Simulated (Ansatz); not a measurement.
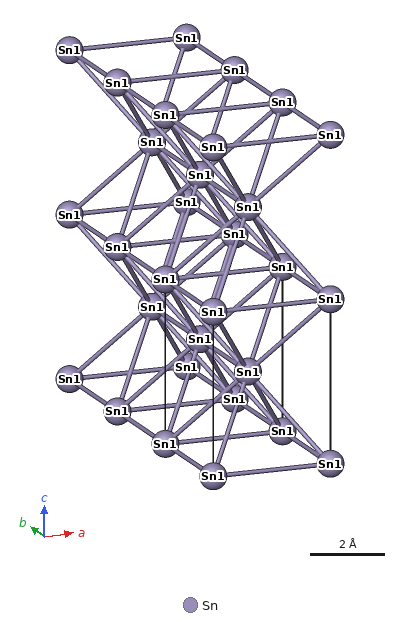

Figure 1. The structure as given in the input (ball-and-stick view of the cell 2 times as large as that of the calculation, set on its symmetry axes, repeated 1 × 3 × 2, seen slightly off an axis; atoms are numbered from 1 in the order of the input). Near neighbours in the crystal (not all of them lie inside the picture): Sn has 12 Sn at 3.41 to 3.55 Å.

## Sn: one change and its effect

System: Sn (1 atom in the cell).
Method of run A: Kohn-Sham DFT of a periodic cell, BLYP with D3(BJ), all-electron LAPW, scalar-relativistic, no spin polarisation (Ansatz 0.2.0).

The structure derives from a Materials Project entry. Text and figures count atoms from 1; the logs count them from 0 in places.

## Input file, run A
```yaml
crystal:
  lattice:
    - [-1.726539, 1.775547, 2.338342]
    - [1.726539, -1.775547, 2.338342]
    - [1.726539, 1.775547, -2.338342]
  atoms:
    - { symbol: Sn, position: [0.0, 0.0, 0.0] }
kpoints:
  mp_grid: { grid: [11, 11, 11] }
scf:
  occupations: { method: fermi_dirac, width: 0.05 }
hamiltonian:
  xc: blyp
  dispersion: d3bj
  pseudopotentials: { kind: all_electron, lapw: { basis_error: 0.001 } }
output:
  forces: true
  stress: true
relax:
  f_tol: 0.005
  max_steps: 60
  cell: {}
```

Launched with:
```bash
ansatz run input.yaml --threads 1 --pin off --max-ram 3072MiB --backend cpu --events-out ev --progress --plain --runs-dir out
```

Hardware: 1 thread of Arm Neoverse V2, 24 GiB of memory available, shared host.

## Output, shortened to warnings, some set-up lines, iterations and results (run A)
```
Basis set: ecut = 168.19711286739343 eV, 153 PW (Γ), exchange–correlation at level 2
Symmetry: 8 space group operations
k-points: 216 of 1331
Initial density: superposition of atomic densities (chi_scale 0.1, normalization cell)
[...]
SCF iter   1: F=—  HF=-168106.488644 eV  |F-HF|=—  |Δ(HF+E_count)|=         —  Δρ=3.33e-3  dr2=3.31e-3  ethr=1.48e-5  ⟨swp⟩=3.8  Hψ=23758  notcnv=0
SCF iter   2: F=—  HF=-168106.484275 eV  |F-HF|=—  |Δ(HF+E_count)|=   4.37e-3  Δρ=2.37e-3  dr2=1.98e-3  ethr=1.48e-5  ⟨swp⟩=2.0  Hψ=9306  notcnv=0
SCF iter   3: F=—  HF=-168106.484574 eV  |F-HF|=—  |Δ(HF+E_count)|=   3.00e-4  Δρ=1.63e-3  dr2=1.01e-3  ethr=9.01e-6  ⟨swp⟩=2.0  Hψ=9328  notcnv=0
SCF iter   4: F=—  HF=-168106.485083 eV  |F-HF|=—  |Δ(HF+E_count)|=   5.08e-4  Δρ=7.79e-4  dr2=2.53e-4  ethr=4.59e-6  ⟨swp⟩=2.3  Hψ=9470  notcnv=0
SCF iter   5: F=—  HF=-168106.485246 eV  |F-HF|=—  |Δ(HF+E_count)|=   1.63e-4  Δρ=1.14e-4  dr2=4.73e-6  ethr=2.15e-8  ⟨swp⟩=2.0  Hψ=16211  notcnv=0
[... 27 lines ...]
relax step   5: F+E_penalty+E_count = -168106.49408037 eV  Δ(F+E_penalty+E_count) = -2.891e-5 eV  max|allowed force component| = 0.000e0 eV/Å  Δτ_max = 0.0000 Å  P = -0.003 …
SCF iter   1: F=—  HF=-168106.494085 eV  |F-HF|=—  |Δ(HF+E_count)|=         —  Δρ=1.48e-5  dr2=6.80e-8  ethr=3.11e-10  ⟨swp⟩=7.1  Hψ=26067  notcnv=0  reapply=88
SCF iter   2: F=-168106.494086 eV  HF=-168106.494085 eV  |F-HF|=5.01e-8  |Δ(HF+E_count)|=   4.94e-8  Δρ=1.10e-5  dr2=3.89e-8  ethr=3.09e-10  ⟨swp⟩=2.0  Hψ=9302  notcnv=0
SCF 6 converged in 2 iterations: F = -168106.494086 eV  dr2 = 3.89e-8
relax step   6: F+E_penalty+E_count = -168106.49408554 eV  Δ(F+E_penalty+E_count) = -5.170e-6 eV  max|allowed force component| = 0.000e0 eV/Å  Δτ_max = 0.0000 Å  P = -0.003 …
basis re-selected at this cell: Δ(F+E_penalty+E_count) = -5.170e-6 eV, ΔP = -0.000 GPa vs the last step (what re-selecting the basis moved, after the strain that the cell walked since its last selection, with what the two solves' SCF thresholds leave and, on support functions, any second-order …
SCF converged after 2 iterations
Free energy (F): -168106.494086 eV
Harris-Foulkes:  -168106.494085 eV  (|F-HF|=5.01e-8)
Internal energy: -168106.490808 eV  (E = F + TS)
E sigma→0 (E₀):  -168106.492447 eV
Entropy (-TS):   -0.003277 eV (-3.277 meV/atom)
Fermi energy:    14.013966 eV
--- Per-component energies (eV) ---
  E_band       = -695.709093
  E_kinetic    = 176812.347622
  E_xc         = -4513.956636
  E_electrostatic = -340403.978489  (all electrons and nuclei)
  E_disp       = -0.903305  (pairwise vdW)
  E_smearing   = -0.003277  (= −TS)
  E_closure    = 0.000000  (closes the sum)
  E_atoms      = -168102.705474  (free atoms, spherical and without spin; not in F)
  Σ components = -168106.494086   (vs F -168106.494086, Δ=0.00e0)
  Basis errors (estimates in eV, not in F): energy 2.6e-4 per atom: plane waves 2.6e-4 (1.4e-4 summed), levels above the bands 2.8e-53, relativity 9.4e-8, radial functions 1.8e-6, core shells 2.6e-10; eigenvalues (radial functions only) 5.8e-6; not estimated: angular momenta, meshes, grids; target …
--- Forces (eV/Å), atoms counted from 1 ---
  atom   1  Sn     0.00000000     0.00000000     0.00000000
  max |Σ_I F_I| component: 2.03e-31 eV/Å
--- Stress (GPa, compression-positive) ---
       -0.012345      -0.000000      -0.000000
       -0.000000      -0.010937       0.000000
       -0.000000       0.000000       0.013735
  P = ⅓ Tr σ = -0.0032 GPa (-0.032 kbar)
--- Relaxed structure (5 steps of the walk, 5 accepted, 1 SCFs on fresh bases) ---
  F+E_penalty+E_count = -168106.49408554 eV   max|allowed force component| = 0.000e0 eV/Å   (the final SCF, on the basis selected at the relaxed cell)
  cell:  # Å, volume = 27.6356 Å³
    - [-1.714940973176421, 1.7149080247126163, 2.349193806892197]
    - [1.714940973176421, -1.7149080247126163, 2.349193806892197]
    - [1.714940973176421, 1.7149080247126163, -2.349193806892197]
  atoms:
    - { symbol: Sn, position: [0.0, 0.0, 0.0] }
```

The input of run B differs as follows (lines with − go, lines with + come):
```diff
-  dispersion: d3bj
```

Predict how the results change.

The total energies belong to different models, so their difference says nothing on which is more stable or more accurate. The volume per atom goes from 27.64 to 30.86 Å³. The SCF takes 31 iterations over all geometry steps against 25.

## Output, shortened to warnings, some set-up lines, iterations and results (run B)
```
Basis set: ecut = 168.19711286739343 eV, 153 PW (Γ), exchange–correlation at level 2
Symmetry: 8 space group operations
k-points: 216 of 1331
Initial density: superposition of atomic densities (chi_scale 0.1, normalization cell)
[...]
SCF iter   1: F=—  HF=-168105.617276 eV  |F-HF|=—  |Δ(HF+E_count)|=         —  Δρ=3.33e-3  dr2=3.31e-3  ethr=1.48e-5  ⟨swp⟩=3.8  Hψ=23758  notcnv=0
SCF iter   2: F=—  HF=-168105.612907 eV  |F-HF|=—  |Δ(HF+E_count)|=   4.37e-3  Δρ=2.37e-3  dr2=1.98e-3  ethr=1.48e-5  ⟨swp⟩=2.0  Hψ=9306  notcnv=0
SCF iter   3: F=—  HF=-168105.613206 eV  |F-HF|=—  |Δ(HF+E_count)|=   3.00e-4  Δρ=1.63e-3  dr2=1.01e-3  ethr=9.01e-6  ⟨swp⟩=2.0  Hψ=9328  notcnv=0
SCF iter   4: F=—  HF=-168105.613715 eV  |F-HF|=—  |Δ(HF+E_count)|=   5.08e-4  Δρ=7.79e-4  dr2=2.53e-4  ethr=4.59e-6  ⟨swp⟩=2.3  Hψ=9470  notcnv=0
SCF iter   5: F=—  HF=-168105.613878 eV  |F-HF|=—  |Δ(HF+E_count)|=   1.63e-4  Δρ=1.14e-4  dr2=4.73e-6  ethr=2.15e-8  ⟨swp⟩=2.0  Hψ=16211  notcnv=0
[... 35 lines ...]
relax step   6: F+E_penalty+E_count = -168105.63823148 eV  Δ(F+E_penalty+E_count) = -9.273e-6 eV  max|allowed force component| = 0.000e0 eV/Å  Δτ_max = 0.0000 Å  P = -0.000 …
SCF iter   1: F=—  HF=-168105.638240 eV  |F-HF|=—  |Δ(HF+E_count)|=         —  Δρ=1.13e-5  dr2=3.89e-8  ethr=1.80e-10  ⟨swp⟩=8.1  Hψ=26735  notcnv=0  reapply=38
SCF iter   2: F=-168105.638241 eV  HF=-168105.638240 eV  |F-HF|=1.18e-7  |Δ(HF+E_count)|=   2.77e-7  Δρ=8.03e-6  dr2=2.20e-8  ethr=1.77e-10  ⟨swp⟩=2.0  Hψ=9309  notcnv=0
SCF 7 converged in 2 iterations: F = -168105.638241 eV  dr2 = 2.20e-8
relax step   7: F+E_penalty+E_count = -168105.63824059 eV  Δ(F+E_penalty+E_count) = -9.107e-6 eV  max|allowed force component| = 0.000e0 eV/Å  Δτ_max = 0.0000 Å  P = -0.001 …
basis re-selected at this cell: Δ(F+E_penalty+E_count) = -9.107e-6 eV, ΔP = -0.000 GPa vs the last step (what re-selecting the basis moved, after the strain that the cell walked since its last selection, with what the two solves' SCF thresholds leave and, on support functions, any second-order …
SCF converged after 2 iterations
Free energy (F): -168105.638241 eV
Harris-Foulkes:  -168105.638240 eV  (|F-HF|=1.18e-7)
Internal energy: -168105.635367 eV  (E = F + TS)
E sigma→0 (E₀):  -168105.636804 eV
Entropy (-TS):   -0.002873 eV (-2.873 meV/atom)
Fermi energy:    12.196696 eV
--- Per-component energies (eV) ---
  E_band       = -735.023443
  E_kinetic    = 176809.760068
  E_xc         = -4513.249699
  E_electrostatic = -340402.145737  (all electrons and nuclei)
  E_smearing   = -0.002873  (= −TS)
  E_closure    = 0.000000  (closes the sum)
  E_atoms      = -168102.705474  (free atoms, spherical and without spin; not in F)
  Σ components = -168105.638241   (vs F -168105.638241, Δ=0.00e0)
  Basis errors (estimates in eV, not in F): energy 2.2e-4 per atom: plane waves 2.2e-4 (1.2e-4 summed), levels above the bands 5.9e-53, relativity 1.2e-7, radial functions 1.4e-6, core shells 6.5e-11; eigenvalues (radial functions only) 4.3e-6; not estimated: angular momenta, meshes, grids; target …
--- Forces (eV/Å), atoms counted from 1 ---
  atom   1  Sn     0.00000000    -0.00000000     0.00000000
  max |Σ_I F_I| component: 5.24e-32 eV/Å
--- Stress (GPa, compression-positive) ---
       -0.005615      -0.000000      -0.000000
       -0.000000      -0.004142       0.000000
       -0.000000       0.000000       0.008102
  P = ⅓ Tr σ = -0.0006 GPa (-0.006 kbar)
--- Relaxed structure (6 steps of the walk, 6 accepted, 1 SCFs on fresh bases) ---
  F+E_penalty+E_count = -168105.63824059 eV   max|allowed force component| = 0.000e0 eV/Å   (the final SCF, on the basis selected at the relaxed cell)
  cell:  # Å, volume = 30.8571 Å³
    - [-1.761210479939313, 1.7611599201565158, 2.487053998428226]
    - [1.761210479939313, -1.7611599201565158, 2.487053998428226]
    - [1.761210479939313, 1.7611599201565158, -2.487053998428226]
  atoms:
    - { symbol: Sn, position: [0.0, 0.0, 0.0] }
```

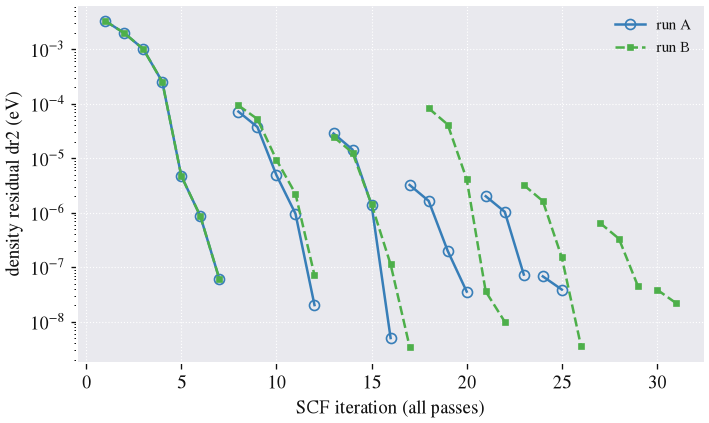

Figure 2. Convergence of the two runs: density residual dr2 against the SCF iteration. A break in a curve parts two SCF passes. Run A takes 25 iterations in all, and run B takes 31.

## The two runs side by side

```tsv
quantity	run A	run B
outcome	converged	converged
free energy per atom (eV)	−168106.4941	−168105.6382
energy per atom, smearing taken to zero (eV)	−168106.4924	−168105.6368
pressure (GPa)	0.00	0.00
volume per atom (Å³)	27.64	30.86
largest force (eV/Å)	0.000	0.000
SCF iterations	25	31
irreducible k-points	216	216
wall time (shared host)	42 s	49 s
```
